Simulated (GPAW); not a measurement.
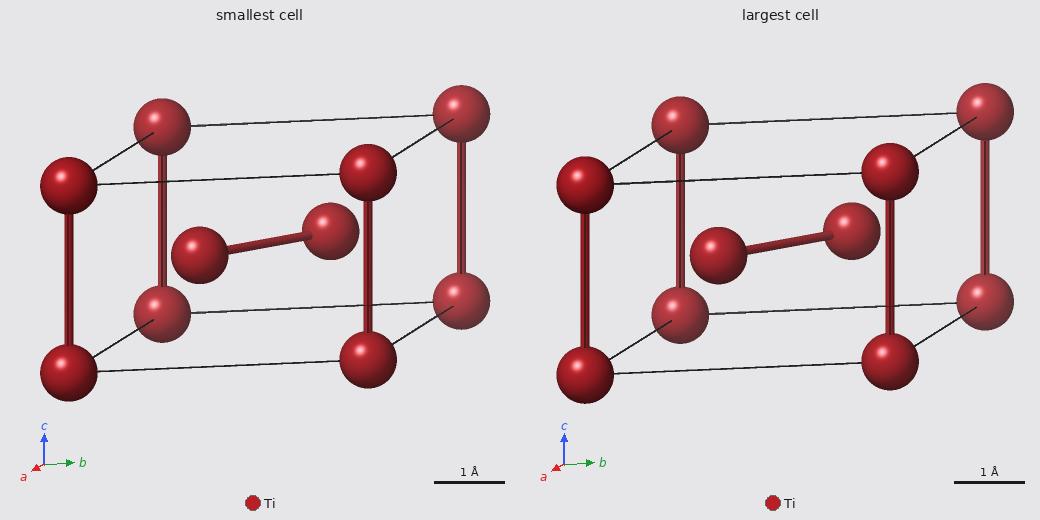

Ti, ω phase (AlB₂-like), space group P6/mmm (No. 191), relaxed (cell and atoms, zero pressure) with five choices of dispersion term on top of PBEsol; the smallest and the largest of the relaxed conventional cells are drawn to one scale (sticks follow a distance rule). The start was a structure listed in the Materials Project. This isn't the form of Ti at room conditions, which is hcp.

Alike in all runs: GPAW 26.7.0; functional PBEsol; potentials PAW data sets generated in the run's folder for this functional; cutoff 600 eV; k mesh 5 × 5 × 7 on the run's cell of 3 atoms; occupations fermi-dirac, width 0.05 eV; no spin polarisation; no spin-orbit coupling. All runs are metallic.

| level | volume (Å³/atom) | a (Å) | c (Å) |
| --- | --- | --- | --- |
| none | 16.43 | 4.507 | 2.801 |
| D3 | ? | ? | ? |
| D3(BJ) | 15.58 | 4.423 | 2.758 |
| D3(BJ)-ATM | 15.74 | 4.440 | 2.766 |
| D4 | 16.27 | 4.493 | 2.792 |

What does D3 give?

Volume 15.78 Å³/atom; a 4.441 Å; c 2.772 Å. That is between D3(BJ)-ATM and D4 in volume.

Order the levels by the relaxed volume, smallest first.

D3(BJ) (15.58 Å³/atom), D3(BJ)-ATM (15.74 Å³/atom), D3 (15.78 Å³/atom), D4 (16.27 Å³/atom), none (16.43 Å³/atom). Rows within a few tenths of a per cent can't be told apart.

Caveat: later steps reuse the first step's grids; pairwise dispersion terms can overbind metals strongly.
